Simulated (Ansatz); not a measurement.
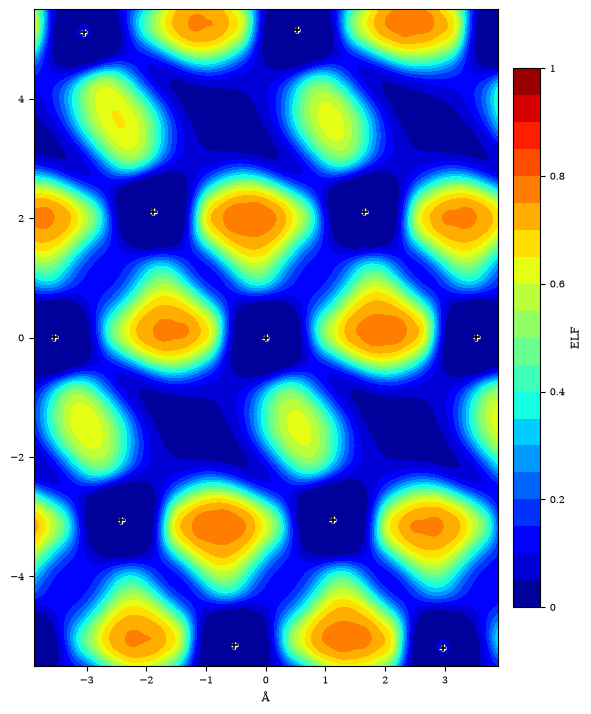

The ELF on a plane through atoms (crosses mark nuclei in the plane).

Computed with Ansatz 0.2.0, DFT PBE, scalar-relativistic, plane waves, PAW.

Candidates:
A. Al16O23 (cell with a defect), a = 7.07 Å, b = 7.07 Å, c = 7.07 Å, α = 85.73°, β = 85.73°, γ = 85.73°. The program warned that a starting moment wasn't kept; spin-polarised, but the moments vanished.
B. Ga17N18 (cell charge −3, with a compensating background) (cell with a defect), a = 7.65 Å, b = 7.65 Å, c = 7.65 Å, α = 78.22°, β = 78.22°, γ = 78.22°. The program warned that a starting moment wasn't kept; spin-polarised, but the moments vanished.
C. ZrSiO4, a = 6.68 Å, b = 6.68 Å, c = 6.02 Å, α = 90.00°, β = 90.00°, γ = 90.00°. Space group I4₁/amd; a structure from a database of computed crystals, not necessarily the ambient phase.

Which candidate gave the map?

Answer. Candidate A: Al16O23 on the (101̄) plane of the calculation cell, which holds Al.
